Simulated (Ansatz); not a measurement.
**Single-point calculation, with input and output: PtSe₂ (part 1 of 2)**

System: PtSe₂ (P-3m1, 6 atoms in the cell).
Method: DFT LDA+U, non-collinear, scalar-relativistic, plane waves, PAW, Ueff = 1 eV on Pt atom 1 d; Ueff = 1 eV on Pt atom 4 d (Ansatz 0.2.0).

The structure derives from an entry of the Crystallography Open Database. It belongs to a series of runs on one base structure; here: canted directions free. Figures and captions count atoms from 1; the log counts them from 0 in places.

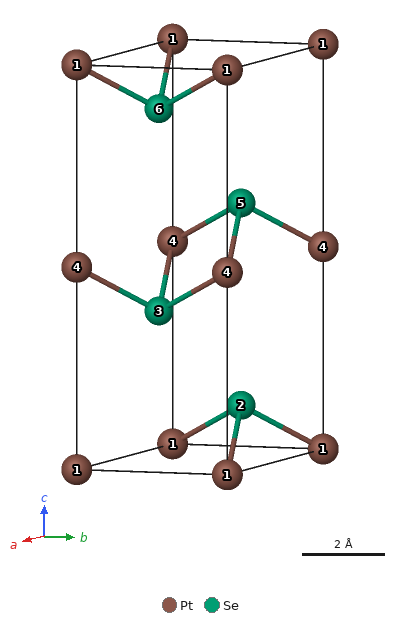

*The structure (ball-and-stick view of the cell of the calculation, seen at an oblique angle; atoms are numbered from 1 in the order of the input).*

Summary:

- outcome: converged
- space group (tolerance 0.01 Å): P-3m1 (164)
- electrons treated: 100
- free energy: −46024.5524 eV
- Fermi energy: 12.915 eV
- gap on the k-point mesh: none (metallic)
- net moment of the cell: 0.00 μB
- integrated absolute moment: 0.00 μB
- pressure: −0.41 GPa
- largest force (length of the vector): 0.211 eV/Å
- hardware: 4 threads of Intel Xeon @ 2.50GHz (Skylake/Cascade Lake), 189 GiB of memory available, shared host
- wall time: 3.3 min (CPU time 8.7 min)
- peak memory: 1.6 GiB

Remarks:

Warnings of the run: some starting moments were not kept; the typed occupations were not kept.

The input:
```yaml
crystal:
  lattice:
    - [3.72400029, 0.0, 0.0]
    - [-1.86200015, 3.22507886, 0.0]
    - [0.0, 0.0, 10.12399916]
  atoms:
    - { symbol: Pt, position: [0.0, 0.0, 0.0], spin: 4.0, spin_axis: [0.0, 0.0, 1.0] }
    - { symbol: Se, position: [0.3333333333, 0.6666666667, 0.125] }
    - { symbol: Se, position: [0.6666666667, 0.3333333333, 0.375] }
    - { symbol: Pt, position: [0.0, 0.0, 0.5], spin: 4.0, spin_axis: [0.866025, 0.0, -0.5] }
    - { symbol: Se, position: [0.3333333333, 0.6666666667, 0.625] }
    - { symbol: Se, position: [0.6666666667, 0.3333333333, 0.875] }
basis:
  ecutwfc: 420
  ecutrho_ratio: 4
kpoints:
  mp_grid: { grid: [6, 6, 2] }
hamiltonian:
  xc: lda
  hubbard:
    sites:
      - { site: 0, l: d, u_eff: 1.0, starting_ns: [{ occupation_matrix: s0 }] }
      - { site: 3, l: d, u_eff: 1.0, starting_ns: [{ occupation_matrix: s3 }] }
    occupation_matrices:
      s0:
        spinor_matrix:
          - [[0.97, 0.0], [0.0, 0.0], [0.0, 0.0], [0.0, 0.0], [0.0, 0.0], [0.0, 0.0], [0.0, 0.0], [0.0, 0.0], [0.0, 0.0], [0.0, 0.0]]
          - [[0.0, 0.0], [0.97, 0.0], [0.0, 0.0], [0.0, 0.0], [0.0, 0.0], [0.0, 0.0], [0.0, 0.0], [0.0, 0.0], [0.0, 0.0], [0.0, 0.0]]
          - [[0.0, 0.0], [0.0, 0.0], [0.97, 0.0], [0.0, 0.0], [0.0, 0.0], [0.0, 0.0], [0.0, 0.0], [0.0, 0.0], [0.0, 0.0], [0.0, 0.0]]
          - [[0.0, 0.0], [0.0, 0.0], [0.0, 0.0], [0.97, 0.0], [0.0, 0.0], [0.0, 0.0], [0.0, 0.0], [0.0, 0.0], [0.0, 0.0], [0.0, 0.0]]
          - [[0.0, 0.0], [0.0, 0.0], [0.0, 0.0], [0.0, 0.0], [0.97, 0.0], [0.0, 0.0], [0.0, 0.0], [0.0, 0.0], [0.0, 0.0], [0.0, 0.0]]
          - [[0.0, 0.0], [0.0, 0.0], [0.0, 0.0], [0.0, 0.0], [0.0, 0.0], [0.02, 0.0], [0.0, 0.0], [0.0, 0.0], [0.0, 0.0], [0.0, 0.0]]
          - [[0.0, 0.0], [0.0, 0.0], [0.0, 0.0], [0.0, 0.0], [0.0, 0.0], [0.0, 0.0], [0.37703, 0.0], [0.0, 0.0], [0.0, 0.0], [-0.46012, 0.0]]
          - [[0.0, 0.0], [0.0, 0.0], [0.0, 0.0], [0.0, 0.0], [0.0, 0.0], [0.0, 0.0], [0.0, 0.0], [0.02, 0.0], [0.0, 0.0], [0.0, 0.0]]
          - [[0.0, 0.0], [0.0, 0.0], [0.0, 0.0], [0.0, 0.0], [0.0, 0.0], [0.0, 0.0], [0.0, 0.0], [0.0, 0.0], [0.02, 0.0], [0.0, 0.0]]
          - [[0.0, 0.0], [0.0, 0.0], [0.0, 0.0], [0.0, 0.0], [0.0, 0.0], [0.0, 0.0], [-0.46012, 0.0], [0.0, 0.0], [0.0, 0.0], [0.61297, 0.0]]
      s3:
        spinor_matrix:
          - [[0.2575, 0.0], [0.0, 0.0], [0.0, 0.0], [0.0, 0.0], [0.0, 0.0], [0.41136, 0.0], [0.0, 0.0], [0.0, 0.0], [0.0, 0.0], [0.0, 0.0]]
          - [[0.0, 0.0], [0.52527, 0.0], [0.0, 0.0], [0.0, 0.0], [-0.34509, 0.0], [0.0, 0.0], [0.25676, 0.0], [0.0, 0.0], [0.0, 0.0], [0.19924, 0.0]]
          - [[0.0, 0.0], [0.0, 0.0], [0.2575, 0.0], [0.0, 0.0], [0.0, 0.0], [0.0, 0.0], [0.0, 0.0], [0.41136, 0.0], [0.0, 0.0], [0.0, 0.0]]
          - [[0.0, 0.0], [0.0, 0.0], [0.0, 0.0], [0.2575, 0.0], [0.0, 0.0], [0.0, 0.0], [0.0, 0.0], [0.0, 0.0], [0.41136, 0.0], [0.0, 0.0]]
          - [[0.0, 0.0], [-0.34509, 0.0], [0.0, 0.0], [0.0, 0.0], [0.70223, 0.0], [0.0, 0.0], [0.19924, 0.0], [0.0, 0.0], [0.0, 0.0], [0.1546, 0.0]]
          - [[0.41136, 0.0], [0.0, 0.0], [0.0, 0.0], [0.0, 0.0], [0.0, 0.0], [0.7325, 0.0], [0.0, 0.0], [0.0, 0.0], [0.0, 0.0], [0.0, 0.0]]
          - [[0.0, 0.0], [0.25676, 0.0], [0.0, 0.0], [0.0, 0.0], [0.19924, 0.0], [0.0, 0.0], [0.82176, 0.0], [0.0, 0.0], [0.0, 0.0], [-0.11503, 0.0]]
          - [[0.0, 0.0], [0.0, 0.0], [0.41136, 0.0], [0.0, 0.0], [0.0, 0.0], [0.0, 0.0], [0.0, 0.0], [0.7325, 0.0], [0.0, 0.0], [0.0, 0.0]]
          - [[0.0, 0.0], [0.0, 0.0], [0.0, 0.0], [0.41136, 0.0], [0.0, 0.0], [0.0, 0.0], [0.0, 0.0], [0.0, 0.0], [0.7325, 0.0], [0.0, 0.0]]
          - [[0.0, 0.0], [0.19924, 0.0], [0.0, 0.0], [0.0, 0.0], [0.1546, 0.0], [0.0, 0.0], [-0.11503, 0.0], [0.0, 0.0], [0.0, 0.0], [0.88074, 0.0]]
    ns_hold: { iters: 8 }
scf:
  occupations: { method: gaussian, width: 0.05 }
  lower_state_search: "off"
  max_iter: 150
output:
  forces: true
  stress: true
  eigenvalues: true
  populations: true
  hubbard: { sites: [{ site: 0, l: d }, { site: 3, l: d }] }
  write_density: true
  write_potential: true
  elf: true
  volumetric_format: npy
magnetization:
  noncollinear: true
  spin_orbit: false
```

Launch command:
```bash
ansatz run input.yaml --threads 4 --pin off --max-ram 6144MiB --backend cpu --events-out ev --progress --plain --runs-dir out
```

Output:
```
Pt: projections on atomic orbitals take those of the free atom [Kr 4d10 4f14] 5s2 5p6 5d9 6s1, of charge +0.00 (hamiltonian.pseudopotentials.projection_atoms); the dataset's partial waves leave at most 9.1e-5 of an orbital's norm unspanned inside its sphere
Se: projections on atomic orbitals take those of the free atom [Ar] 3d10 4s2 4p4, of charge +0.00 (hamiltonian.pseudopotentials.projection_atoms); the dataset's partial waves leave at most 2.3e-6 of an orbital's norm unspanned inside its sphere
Engine: ansatz 0.2.0, x86_64-unknown-linux-gnu
Pseudopotentials: kind: paw
Pseudopotential: Pt, paw, valence charge 18, recommended cutoff 420 eV (normal), Pt.paw.azcp
Pseudopotential: Se, paw, valence charge 16, recommended cutoff 420 eV (normal), Se.paw.azcp
Functional definition: SPW92
  exchange = slater_x
  correlation = pw_c
Crystal: 6 atoms, lattice volume = 121.591 Å³
Basis set: ecut = 420 eV, 2373 PW (Γ)
Bands: 120, of which v1, the nominal top of the filled ones, is band 100 counted from 1 (99 counted from 0)
Symmetry: 2 space group operations
Magnetic group: BNS 2.4 (UNI 4), of the structure as read, at distance tolerance 5.0e-5 Å
k-points: 40 of 72
Non-local potential: Pt, projectors of the file, l = 0: 3, l = 1: 2, l = 2: 2, l = 3: 1
Non-local potential: Se, projectors of the file, l = 0: 2, l = 1: 2, l = 2: 3, l = 3: 1
PAW form: soft (Blöchl's): semilocal exchange-correlation on the pseudo side does not see the compensation charge
PAW frozen core: Pt, regenerated for the run's functional, and the local potential with it (the file was generated under x = pbe(κ = 0.804, μ = 0.2195149727645171), c = pbe(β = 0.06672455060314922))
PAW frozen core: Se, regenerated for the run's functional, and the local potential with it (the file was generated under x = pbe(κ = 0.804, μ = 0.2195149727645171), c = pbe(β = 0.06672455060314922))
PAW one-centre angular grid: Pt, 590 points (default); XC on 64 Gauss nodes
PAW one-centre angular grid: Se, 590 points (default); XC on 64 Gauss nodes
Initial density: superposition of atomic densities (chi_scale 0.1, normalization cell)
Starting moments: Σ|m| = 8 μB on 2 of 6 sites
Initial wavefunctions: pseudopotential atomic-orbital guess
Functional: x = slater, c = lda
SCF iter   1: F=—  HF=-46020.319294 eV  |F-HF|=—  |Δ(HF+E_count)|=         —  Δρ=1.69e-1  dr2=9.38e0  dr2_m=1.27e1  ethr=3.10e-3  |M|=3.40e-1 ∫|m|=1.91e0 μB  |m|>n=0.0e0 m-floor=0.0e0 τ_xc=9.5e-17  β_m=0.30  ⟨swp⟩=5.8  Hψ=15869  notcnv=0  defer=51
preconditioner: auto → Resta (q_TF=auto, 2.641 Å⁻¹)  ε∞=5.9  [insulator: Δε(μ)=0.051 eV  Ē_g=10.125 eV  σ=0.050 eV  W_gap=0.53  n_scr=38 (ndim 8)  ℏωp=22.3 eV  f_vac=0.017  D(μ)=1.20/eV (n_scr^D=4)  ε∞_Penn≈5.9]
spin=Noncollinear: Resta preconditioning applied to the charge; magnetization (m_x, m_y, m_z) channels mix plain (no charge-response kernel on spin).
SCF iter   2: F=—  HF=-46020.144229 eV  |F-HF|=—  |Δ(HF+E_count)|=   1.75e-1  Δρ=1.25e-1  dr2=9.78e-1  dr2_m=7.01e0  ethr=3.10e-3  |M|=2.11e-1 ∫|m|=1.47e0 μB  |m|>n=0.0e0 m-floor=0.0e0 τ_xc=4.5e-17  β_m=0.30  ⟨swp⟩=2.5  Hψ=7000  notcnv=0  defer=481
preconditioner: auto → Kerker (q_TF=auto, 2.641 Å⁻¹)  [metal: Δε(μ)=0.072 eV  Ē_g=10.204 eV  σ=0.050 eV  W_gap=0.49  n_scr=38 (ndim 8)  ℏωp=22.3 eV  f_vac=0.018  D(μ)=0.94/eV (n_scr^D=2)]
spin=Noncollinear: Kerker preconditioning applied to the charge; magnetization (m_x, m_y, m_z) channels mix plain (no charge-response kernel on spin).
SCF iter   3: F=—  HF=-46020.780984 eV  |F-HF|=—  |Δ(HF+E_count)|=   6.37e-1  Δρ=9.22e-2  dr2=1.91e-1  dr2_m=3.78e0  ethr=9.78e-4  |M|=2.00e-1 ∫|m|=1.18e0 μB  |m|>n=0.0e0 m-floor=0.0e0 τ_xc=2.8e-17  β_m=0.30  ⟨swp⟩=2.0  Hψ=6230  notcnv=0  defer=482
SCF iter   4: F=—  HF=-46021.195263 eV  |F-HF|=—  |Δ(HF+E_count)|=   4.14e-1  Δρ=6.70e-2  dr2=2.12e-2  dr2_m=1.99e0  ethr=1.91e-4  |M|=1.95e-1 ∫|m|=1.02e0 μB  |m|>n=0.0e0 m-floor=0.0e0 τ_xc=1.5e-17  β_m=0.30  ⟨swp⟩=2.5  Hψ=7791  notcnv=0  defer=482
SCF iter   5: F=—  HF=-46021.425530 eV  |F-HF|=—  |Δ(HF+E_count)|=   2.30e-1  Δρ=4.89e-2  dr2=1.10e-2  dr2_m=1.06e0  ethr=2.12e-5  |M|=1.91e-1 ∫|m|=8.94e-1 μB  |m|>n=0.0e0 m-floor=0.0e0 τ_xc=8.5e-18  β_m=0.30  ⟨swp⟩=2.0  Hψ=6475  notcnv=0  defer=482
SCF iter   6: F=—  HF=-46021.551720 eV  |F-HF|=—  |Δ(HF+E_count)|=   1.26e-1  Δρ=3.58e-2  dr2=2.83e-3  dr2_m=5.66e-1  ethr=1.10e-5  |M|=1.87e-1 ∫|m|=8.06e-1 μB  |m|>n=0.0e0 m-floor=0.0e0 τ_xc=5.5e-18  β_m=0.30  ⟨swp⟩=2.0  Hψ=8057  notcnv=0  defer=482
SCF iter   7: F=—  HF=-46021.616853 eV  |F-HF|=—  |Δ(HF+E_count)|=   6.51e-2  Δρ=2.63e-2  dr2=5.36e-4  dr2_m=3.05e-1  ethr=2.83e-6  |M|=1.83e-1 ∫|m|=7.33e-1 μB  |m|>n=0.0e0 m-floor=0.0e0 τ_xc=3.2e-18  β_m=0.30  ⟨swp⟩=2.0  Hψ=8611  notcnv=0  defer=482
Mixer restart at iter 7: flushing history
spin-set hold released at iteration 7 (site moments contracting): the magnetisation degrees of freedom join the quasi-Newton model from the next iteration; the mixer history was flushed
SCF iter   8: F=—  HF=-46021.653458 eV  |F-HF|=—  |Δ(HF+E_count)|=   3.66e-2  Δρ=1.93e-2  dr2=3.63e-4  dr2_m=1.64e-1  ethr=5.36e-7  |M|=1.79e-1 ∫|m|=6.81e-1 μB  |m|>n=0.0e0 m-floor=0.0e0 τ_xc=2.2e-18  β_m=0.65  ⟨swp⟩=2.0  Hψ=8492  notcnv=0  defer=482
SCF iter   9: F=—  HF=-46021.697635 eV  |F-HF|=—  |Δ(HF+E_count)|=   4.42e-2  Δρ=5.92e-4  dr2=9.08e-5  dr2_m=1.58e-4  ethr=3.63e-7  |M|=1.69e-1 ∫|m|=5.27e-1 μB  |m|>n=0.0e0 m-floor=0.0e0 τ_xc=3.7e-19  β_m=0.65  ⟨swp⟩=3.0  Hψ=10164  notcnv=0  defer=482
Mixer restart at iter 9: flushing history
SCF iter  10: F=—  HF=-46021.713374 eV  |F-HF|=—  |Δ(HF+E_count)|=         —  Δρ=6.01e-4  dr2=9.88e-5  dr2_m=1.63e-4  ethr=9.08e-8  |M|=1.69e-1 ∫|m|=5.26e-1 μB  |m|>n=0.0e0 m-floor=0.0e0 τ_xc=3.7e-19  β_m=0.65  ⟨swp⟩=1.0  Hψ=4574  notcnv=0  defer=482
SCF iter  11: F=—  HF=-46024.164919 eV  |F-HF|=—  |Δ(HF+E_count)|=    2.45e0  Δρ=4.70e-3  dr2=2.24e-2  dr2_m=9.97e-3  ethr=9.08e-8  |M|=1.21e-1 ∫|m|=2.83e-1 μB  |m|>n=0.0e0 m-floor=0.0e0 τ_xc=3.4e-19  β_m=0.82  ⟨swp⟩=3.5  Hψ=9765  notcnv=0  defer=482
SCF iter  12: F=—  HF=-46024.552346 eV  |F-HF|=—  |Δ(HF+E_count)|=   3.87e-1  Δρ=3.11e-3  dr2=1.28e-2  dr2_m=3.34e-3  ethr=9.08e-8  |M|=3.95e-2 ∫|m|=6.48e-2 μB  |m|>n=0.0e0 m-floor=0.0e0 τ_xc=5.7e-20  β_m=0.82  ⟨swp⟩=3.0  Hψ=13688  notcnv=0  defer=482
SCF iter  13: F=—  HF=-46024.552036 eV  |F-HF|=—  |Δ(HF+E_count)|=   3.10e-4  Δρ=1.46e-3  dr2=1.31e-3  dr2_m=9.49e-4  ethr=9.08e-8  |M|=3.24e-2 ∫|m|=4.06e-2 μB  |m|>n=0.0e0 m-floor=0.0e0 τ_xc=2.0e-20  β_m=0.89  ⟨swp⟩=3.0  Hψ=12475  notcnv=0  defer=482
SCF iter  14: F=—  HF=-46024.552360 eV  |F-HF|=—  |Δ(HF+E_count)|=   3.24e-4  Δρ=6.09e-4  dr2=1.81e-4  dr2_m=1.70e-4  ethr=9.08e-8  |M|=8.12e-3 ∫|m|=1.40e-2 μB  |m|>n=0.0e0 m-floor=0.0e0 τ_xc=2.7e-21  β_m=0.82  ⟨swp⟩=2.0  Hψ=8349  notcnv=0  defer=482
SCF iter  15: F=—  HF=-46024.552395 eV  |F-HF|=—  |Δ(HF+E_count)|=   3.49e-5  Δρ=9.38e-5  dr2=2.55e-5  dr2_m=4.67e-6  ethr=9.08e-8  |M|=2.54e-3 ∫|m|=3.20e-3 μB  |m|>n=0.0e0 m-floor=0.0e0 τ_xc=1.1e-22  β_m=0.78  ⟨swp⟩=2.0  Hψ=7686  notcnv=0  defer=482
SCF iter  16: F=—  HF=-46024.552392 eV  |F-HF|=—  |Δ(HF+E_count)|=   3.16e-6  Δρ=3.48e-5  dr2=5.05e-6  dr2_m=2.71e-7  ethr=2.55e-8  |M|=4.06e-4 ∫|m|=5.88e-4 μB  |m|>n=0.0e0 m-floor=0.0e0 τ_xc=8.3e-24  β_m=0.87  ⟨swp⟩=2.0  Hψ=7672  notcnv=0  defer=482
SCF iter  17: F=—  HF=-46024.552391 eV  |F-HF|=—  |Δ(HF+E_count)|=   7.33e-7  Δρ=1.25e-5  dr2=6.96e-7  dr2_m=2.43e-8  ethr=5.05e-9  |M|=3.91e-5 ∫|m|=1.65e-4 μB  |m|>n=0.0e0 m-floor=0.0e0 τ_xc=5.8e-25  β_m=0.94  ⟨swp⟩=2.0  Hψ=5762  notcnv=0  defer=482
iter 18 did not close the SCF: its close was put off for a magnetic moment that had not settled (scf_convergence_deferred on its scf_iter line)
SCF iter  18: F=-46024.552391 eV  HF=-46024.552391 eV  |F-HF|=9.42e-9  |Δ(HF+E_count)|=   1.36e-7  Δρ=2.86e-6  dr2=2.56e-8  dr2_m=2.24e-9  ethr=1.00e-10  |M|=1.10e-4 ∫|m|=1.19e-4 μB  |m|>n=0.0e0 m-floor=0.0e0 τ_xc=3.9e-26  β_m=0.97  ⟨swp⟩=11.7  Hψ=31974  notcnv=0
iter 19 did not close the SCF: its close was put off for a magnetic moment that had not settled (scf_convergence_deferred on its scf_iter line)
SCF iter  19: F=-46024.552391 eV  HF=-46024.552391 eV  |F-HF|=4.44e-10  |Δ(HF+E_count)|=   1.59e-9  Δρ=1.12e-6  dr2=2.68e-9  dr2_m=1.27e-10  ethr=2.56e-11  |M|=2.45e-5 ∫|m|=2.68e-5 μB  |m|>n=0.0e0 m-floor=0.0e0 τ_xc=2.6e-27  β_m=0.98  ⟨swp⟩=5.0  Hψ=23606  notcnv=0
SCF iter  20: F=-46024.552391 eV  HF=-46024.552391 eV  |F-HF|=5.82e-11  |Δ(HF+E_count)|=  4.37e-11  Δρ=3.31e-7  dr2=2.61e-10  dr2_m=2.54e-12  ethr=2.68e-12  |M|=2.56e-6 ∫|m|=2.99e-6 μB  |m|>n=0.0e0 m-floor=0.0e0 τ_xc=1.7e-29  ⟨swp⟩=4.2  Hψ=21995  notcnv=0
WARN: the starting moments were not kept: the SCF closed with an absolute magnetisation of 2.9e-6 μB, where they sum to 8 μB in size (2 sites). That is at most 0.1 of that sum. Measured as dr2_m measures the in/out step, that magnetisation stands 6.7e-13 eV from none, at or under the dr2_threshold of 1.0e-7 eV: it is no larger than a step whose dr2_m would equal this threshold. The system may hold no moment; this SCF shows only that its start led to no more than that. To try another start: raise the starting moments (crystal.atoms[].spin, magnetization.per_species, magnetization.initial_magnetization, or on a non-collinear deck that types none of these the spinor_matrix: blocks that start its atoms; where the total moment is fixed, keep their sum and leave initial_magnetization as it is; typed ones take the place of any that the run laid by itself, positive ones on a crystal's lanthanoids without a Hubbard term where scf.initial_density.shell_occupations: [] is typed) or, if the notice of its spin-set hold's release reads "site moments contracting" or "site moments show no strong build", lengthen the hold (scf.mixing.spin_hold: { on: { confirm: 4 } }; for m-r²SCAN on two components see the key's manual first). Each may lead to a state that holds a moment. A second SCF, from the converged charge density, with the starting moments and any scf.initial_density.shell_occupations laid on it anew, would have followed, and was not run: the deck does not ask for one (magnetization.retry_lost_moments is false, the default). To let it run, set magnetization.retry_lost_moments: true and run the deck again, where that key's refused combinations let it; where memory then withholds it, that run's warning says so.
WARN: hamiltonian.hubbard: on 2 of 2 specified blocks the occupation matrix of this SCF's result fails the test of the specified filling. At site 0 (sites count from 0 in the list of atoms of the cell that this SCF solves) the least filled combination of the orbitals specified full has occupation 0.724, and the fullest combination of the orbitals specified empty has occupation 0.979; the filling counts as kept where the first is at least 0.75 and exceeds the second by more than 0.25. The same holds at site 3. The state of this SCF's result may not hold the specified filling, though these bounds can also misjudge a state that does. This warning does not say which state is lower in energy, or whether the specified filling is a self-consistent state at all; see hamiltonian.hubbard.sites[].starting_ns, Limitations, and scf.initial_density.shell_occupations in the input reference
SCF 1 converged in 20 iterations: F = -46024.552391 eV  dr2 = 2.61e-10
  greatest PAW one-centre occupation: 1.000 electrons in one spin orbital (limit 2), on the Se atom at site 4 (counted from 0), in its partial waves of l = 2
```

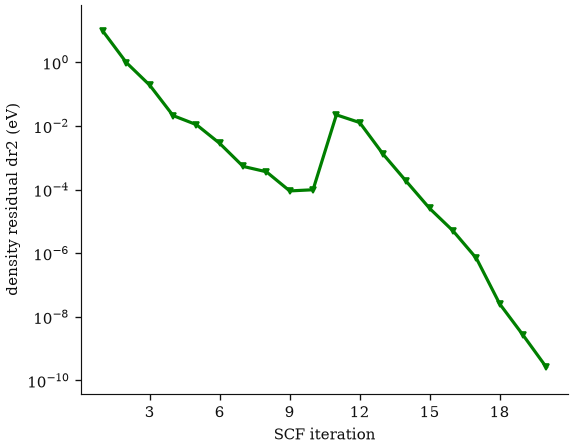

*Convergence of the self-consistent field: density residual dr2 against the SCF iteration.*

The residual comes down, with one marked jump up, by a factor of about 250, at step 11.
